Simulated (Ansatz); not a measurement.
GW calculation, with input and output: NaI

NaI (2 atoms in the cell), computed with DFT, LDA, plane waves, PAW, no spin polarisation (Ansatz 0.2.0).

The structure was built on a prototype by a generator. The geometry comes from this level: r2SCAN. It belongs to a series of runs on one base structure; here: G0W0 settings. Figures and captions count atoms from 1; the log counts them from 0 in places.

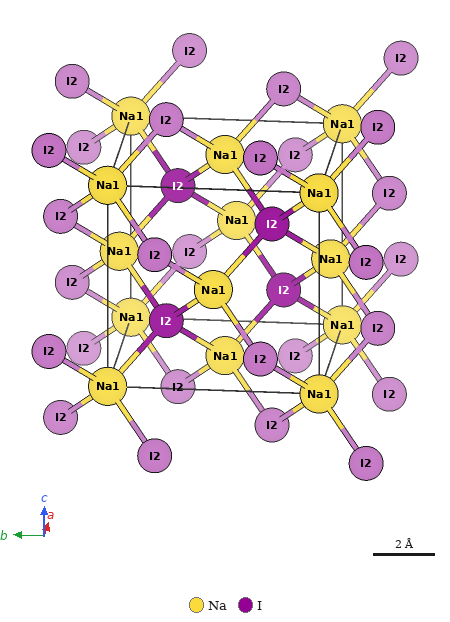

**Figure 1.** The structure (ball-and-stick view of the cell 4 times as large as that of the calculation, set on its symmetry axes, seen at an oblique angle; neighbours outside the cell are drawn fainter; atoms are numbered from 1 in the order of the input).

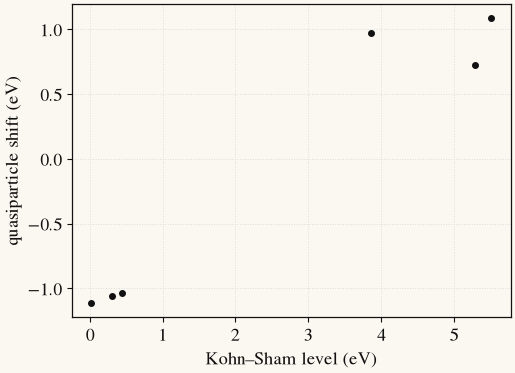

**Figure 2.** Quasiparticle corrections (linearised) against the Kohn–Sham levels, for the bands and k-points computed. On this mesh the gap goes from 3.42 to 5.39 eV.

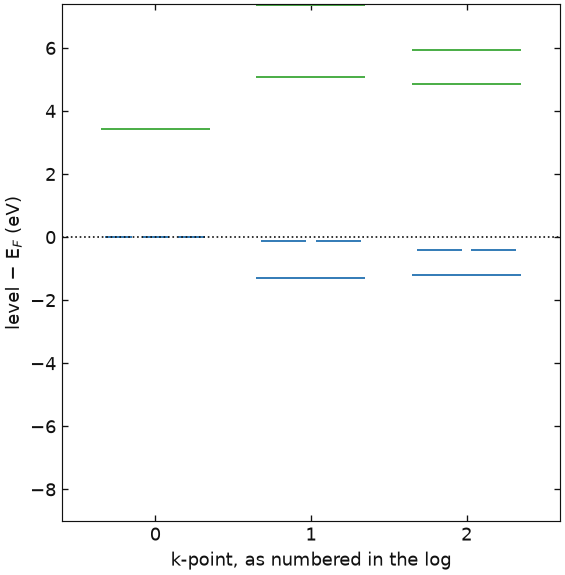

**Figure 3.** Kohn–Sham levels near the Fermi level (dotted) at the few k-points that the log prints; levels within 0.02 eV of each other stand side by side. Among these points the highest filled and lowest empty levels are 3.42 eV apart, which is the gap on the mesh.

These pictures come from the run below.

### Input file
```yaml
crystal:
  lattice:
    - [0.0, 3.5431916648, 3.5431916648]
    - [3.5431916648, 0.0, 3.5431916648]
    - [3.5431916648, 3.5431916648, 0.0]
  atoms:
    - { symbol: Na, position: [0.0, 0.0, 0.0] }
    - { symbol: I, position: [0.25, 0.25, 0.25] }
kpoints:
  mp_grid: { grid: [2, 2, 2] }
hamiltonian:
  xc: lda
scf:
  occupations: { method: fixed }
gw:
  n_empty_bands: 60
  ecut_chi: 80
  qp_bands: [v1, c1]
  qp_kpoints: band_edges
  screening: { model: contour_deformation }
```

Command:
```bash
ansatz run input.yaml --threads 4 --pin off --max-ram 3686MiB --backend cpu --events-out ev --progress --plain --runs-dir out
```

### Output
```
Engine: ansatz 0.2.0, x86_64-unknown-linux-gnu
Pseudopotentials: kind: paw
Pseudopotential: Na, paw, valence charge 9, recommended cutoff 420 eV (normal), Na.paw.azcp
Pseudopotential: I, paw, valence charge 17, recommended cutoff 420 eV (normal), I.paw.azcp
Functional definition: SPW92
  exchange = slater_x
  correlation = pw_c
Crystal: 2 atoms, lattice volume = 88.964 Å³
Basis set: ecut = 420 eV, 1807 PW (Γ)
Bands: 17, of which v1, the nominal top of the filled ones, is band 13 counted from 1 (12 counted from 0)
Symmetry: 24 space group operations
Space group: F-43m (ITA 216), of the structure as read, at distance tolerance 4.5e-5 Å
k-points: 3 of 8
Non-local potential: Na, projectors of the file, l = 0: 3, l = 1: 2, l = 2: 1
Non-local potential: I, projectors of the file, l = 0: 2, l = 1: 2, l = 2: 2, l = 3: 2
PAW form: soft (Blöchl's): semilocal exchange-correlation on the pseudo side does not see the compensation charge
PAW frozen core: Na, regenerated for the run's functional, and the local potential with it (the file was generated under x = pbe(κ = 0.804, μ = 0.2195149727645171), c = pbe(β = 0.06672455060314922))
PAW frozen core: I, regenerated for the run's functional, and the local potential with it (the file was generated under x = pbe(κ = 0.804, μ = 0.2195149727645171), c = pbe(β = 0.06672455060314922))
PAW one-centre angular grid: Na, 110 points (default); XC on 64 Gauss nodes
PAW one-centre angular grid: I, 590 points (default); XC on 64 Gauss nodes
Initial density: superposition of atomic densities (neutral atoms: chi_scale 0, normalization atom), corrected by the library's trained network
Initial wavefunctions: pseudopotential atomic-orbital guess
Functional: x = slater, c = lda
SCF iter   1: F=—  HF=-8824.577251 eV  |F-HF|=—  |Δ(HF+E_count)|=         —  Δρ=4.76e-3  dr2=1.47e-2  ethr=1.77e-3  ⟨swp⟩=5.0  Hψ=228  notcnv=0  defer=6
preconditioner: auto → none  [insulator: Δε(μ)=3.483 eV  Ē_g=10.054 eV  n_scr=14 (ndim 8)  ℏωp=11.1 eV  f_vac=0.305  ε∞_Penn≈2.2]
SCF iter   2: F=—  HF=-8824.568618 eV  |F-HF|=—  |Δ(HF+E_count)|=   8.63e-3  Δρ=1.42e-3  dr2=7.51e-4  ethr=5.65e-5  ⟨swp⟩=3.0  Hψ=128  notcnv=0  defer=4
SCF iter   3: F=—  HF=-8824.568184 eV  |F-HF|=—  |Δ(HF+E_count)|=   4.33e-4  Δρ=5.44e-4  dr2=1.07e-4  ethr=2.89e-6  ⟨swp⟩=2.0  Hψ=95  notcnv=0  defer=4
SCF iter   4: F=—  HF=-8824.568170 eV  |F-HF|=—  |Δ(HF+E_count)|=   1.42e-5  Δρ=9.17e-5  dr2=3.47e-6  ethr=4.12e-7  ⟨swp⟩=2.3  Hψ=91  notcnv=0  defer=2
iter 5 did not close the SCF: its close was put off for the readings that it lacked (scf_convergence_deferred on its scf_iter line)
SCF iter   5: F=-8824.568171 eV  HF=-8824.568171 eV  |F-HF|=2.69e-8  |Δ(HF+E_count)|=   8.66e-7  Δρ=1.28e-5  dr2=7.75e-8  ethr=1.34e-8  ⟨swp⟩=1.3  Hψ=52  notcnv=0  defer=2
SCF iter   6: F=-8824.568171 eV  HF=-8824.568171 eV  |F-HF|=1.64e-11  |Δ(HF+E_count)|=   3.62e-8  Δρ=1.06e-6  dr2=9.05e-10  ethr=2.98e-10  ⟨swp⟩=4.3  Hψ=193  notcnv=0
SCF 1 converged in 6 iterations: F = -8824.568171 eV  dr2 = 9.05e-10
  greatest PAW one-centre occupation: 1.000 electrons in one spin orbital (limit 2), on the I atom at site 1 (counted from 0), in its partial waves of l = 2
NSCF: frozen V_eff on 3 k-points
G₀W₀ screening: q 1/3
G₀W₀ screening: q 2/3
G₀W₀ screening: q 3/3
G₀W₀ self-energy: k 1/3
G₀W₀ self-energy: k 2/3
G₀W₀ self-energy: k 3/3
NSCF: frozen V_eff on 1 k-points
NSCF: frozen V_eff on 1 k-points
SCF converged after 6 iterations
Free energy (F): -8824.568171 eV
Harris-Foulkes:  -8824.568171 eV  (|F-HF|=1.64e-11)
Internal energy: -8824.568171 eV  (E = F + TS)
E sigma→0 (E₀):  -8824.568171 eV
Fermi energy:    0.444172 eV
--- Per-component energies (eV) ---
  E_band       = -670.578130
  E_kinetic    = 311.067340
  E_local      = -3875.640241  (includes V_loc(G=0)·N_el)
  E_nonlocal   = 31.861175
  E_hartree    = 1751.252098
  E_xc         = -165.276191
  E_vxc        = -178.123648  (∫ρ·V_xc dr)
  E_paw        = -4905.878775  (= ΣΔE_a)
  E_vpaw       = -462.248183  (= ΣTr[D̂ρ^β])
  E_aug_tail   = 0.000049  (compensation charges beyond the density's cutoff)
  E_ewald      = -1972.875731
  E_core_change = 0.922105  (= ΣΔE_core)
  E_smearing   = -0.000000  (= −TS)
  E_closure    = 0.000000  (closes the sum)
  Σ components = -8824.568171   (vs F -8824.568171, Δ=0.00e0)
--- Band table (eV) ---
  k-point 0: bands = ["-49.2855", "-42.0949", "-42.0949", "-42.0949", "-42.0925", "-42.0925", "-21.7892", "-21.7892", "-21.7892", "-10.0716", "0.4442", "0.4442", "0.4442", "3.8650", "8.1198", "8.1198", "8.1198"]
  k-point 1: bands = ["-49.2854", "-42.0948", "-42.0948", "-42.0948", "-42.0925", "-42.0925", "-21.7919", "-21.7895", "-21.7895", "-9.9403", "-0.8554", "0.3042", "0.3042", "5.5189", "7.7977", "7.8776", "7.8776"]
  k-point 2: bands = ["-49.2854", "-42.0948", "-42.0948", "-42.0948", "-42.0925", "-42.0925", "-21.7921", "-21.7900", "-21.7900", "-9.8978", "-0.7549", "0.0233", "0.0233", "5.2889", "6.3640", "9.1358", "10.5194"]
--- G₀W₀: contour deformation, 6 samples at zero and on the imaginary axis and 1 off it, 8 q-points, 60 empty bands' worth ---
  eigenvalues of the whole cell's RPA ε∞ on this k-mesh (on a slab, of 1 + 4πα/V) = 3.3621, 3.3621, 3.3621; static W/v taken at q = 0 is 0.297431
  bands read: the sum over 73 bands ends inside a degenerate multiplet in 1 slot, whose members it reads at an even weight; the widest, k=2: bands 73 to 74 (counted from 1) at 1/2 each
  gw.qp_kpoints: band_edges: 3 of 3 stored k-points solved, in 1 pass; an edge of the gap read off the rows below is read off those points alone
    ik  band        ε_KS         Σx   Σc(E_QP)       V_xc       Z   E_QP_lin       E_QP  E_QP is
     0    13      0.4442   -17.5159     2.2335   -14.2689  0.7769    -0.5917    -0.5693  root
     0    14      3.8650    -3.5399    -3.0970    -7.5931  0.8137     4.8398     4.8212  root
     1    13      0.3042   -17.3489     2.2367   -14.0750  0.7765    -0.7567    -0.7329  root
     1    14      5.5189    -3.5660    -3.1819    -7.8091  0.8099     6.6041     6.5800  root
     2    13      0.0233   -16.8951     2.2365   -13.5713  0.7759    -1.0906    -1.0640  root
     2    14      5.2889    -2.4314    -2.9539    -6.0987  0.8130     6.0125     6.0022  root
```

### Key numbers

```tsv
quantity	value
outcome	converged
space group (tolerance 0.01 Å)	F-43m (216)
electrons treated	26
free energy	−8824.5682 eV
Fermi energy	0.444 eV
gap on the k-point mesh	3.42 eV
quasiparticle gap on the mesh	5.39 eV
hardware	4 threads of an x86-64 CPU, shared host
wall time	2.7 s (CPU time 5.9 s)
peak memory	0.34 GiB
```

Settings chosen away from the usual ones: G0W0 settings. The GW levels are not extrapolated in basis or mesh. The k-point mesh is coarse for a cell of this size, so the results may not be converged.
